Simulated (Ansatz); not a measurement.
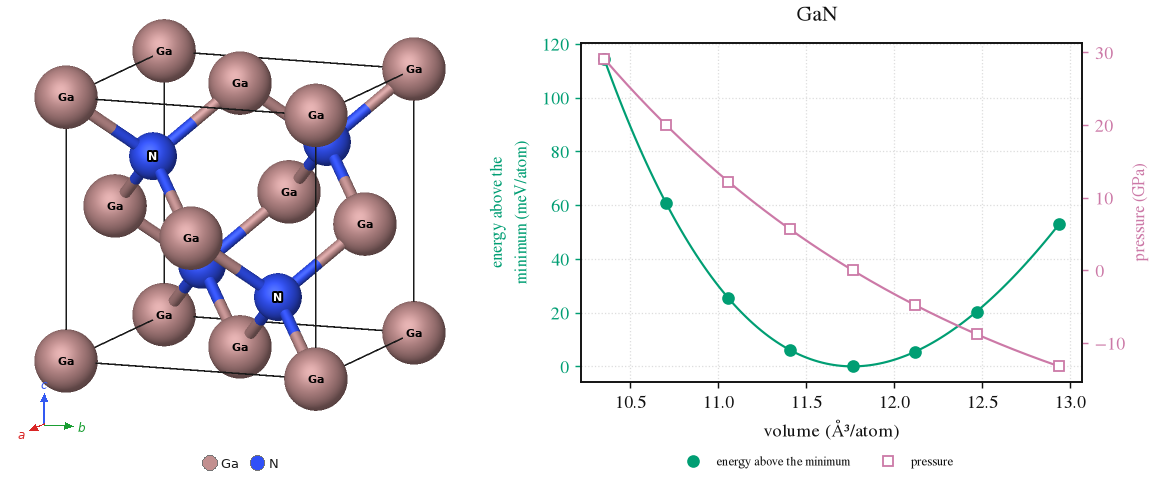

The plot gives the computed energy above the minimum and pressure against volume for GaN, space group F-43m (No. 216). The conventional cell is drawn beside the plot.

Cell as given: a = 3.216 Å, b = 3.216 Å, c = 3.216 Å, α = 60.00°, β = 60.00°, γ = 60.00°; 2 atoms.

How it was computed, with Ansatz 0.2.0: third-order Birch-Murnaghan fit to density functional energies at scaled volumes of the given relaxed cell, shape and atoms relaxed at each volume; energies count from the fitted minimum; plane waves with PAW datasets, Γ-centred k mesh. Level: PBE, no spin polarisation.

wave cutoff 420 eV; k mesh 10×10×10; occupations Gaussian; smearing width 0.02 eV.

### Give the fitted equation-of-state parameters.

A third-order Birch–Murnaghan fit gives V0 = 11.76 Å³/atom, B0 = 172 GPa and B′ = 4.4.

### What does the pressure do across the range?

It falls from 29.13 GPa at volume 10.351 Å³/atom to −13.24 GPa at 12.939 Å³/atom, and changes sign near 11.76 Å³/atom.
